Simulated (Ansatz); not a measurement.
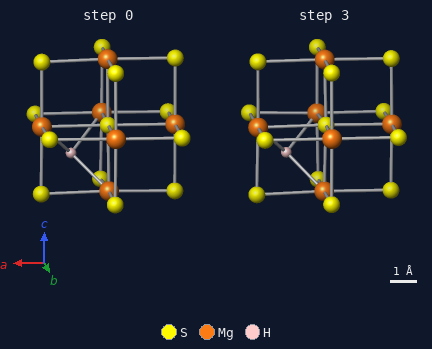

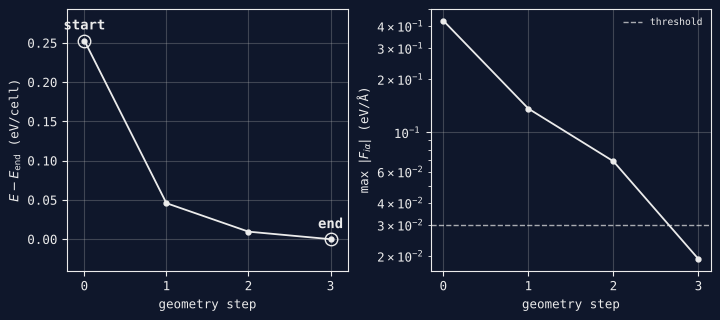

First and last geometry of a relaxation of a defect cell of composition S₃₂Mg₃₂H, with the history of the run. Style: ball-and-stick. Shown: the atoms within 4.2 Å of the atom that moves most (axes of the cell of the calculation), from a free direction.

The atoms of the start lie slightly off their symmetric places, so part of the fall in energy undoes that.

Theory: Ansatz 0.2.0, DFT, PBEsol, PAW, plane waves. Settings: plane-wave cutoff 420 eV; k-point mesh 1 × 1 × 1; mesh shifted by (0.25, 0.25, 0.25); collinear spin; atoms relaxed in a fixed cell; force threshold 0.03 eV/Å; at most 80 steps.

**What do the curves and the structures tell?**

It converged. The largest moves, 0.088 Å, are those of S atoms. By element the largest moves are S 0.088 Å, Mg 0.072 Å, H 0.069 Å. The cell stays as it was. Some distances before and after: H–Mg 2.242 → 2.142 Å, Mg–S 2.572 → 2.633 Å, Mg–S 2.634 → 2.589 Å, Mg–S 2.591 → 2.635 Å. Among the angles between lasting bonds that change: Mg–S–Mg 90.8° → 87.3°, Mg–S–Mg 88.9° → 91.8°, Mg–S–Mg 90.1° → 87.8°. Over 3 geometry steps the energy falls by 0.253 eV per cell of the calculation. The largest force component goes from 0.43 to 0.019 eV/Å.

```
step  E − E(0), meV/atom  largest force component, eV/Å
   0                0.00                         0.4288
   1               -3.19                         0.1363
   2               -3.75                         0.0686
   3               -3.89                         0.0192
```
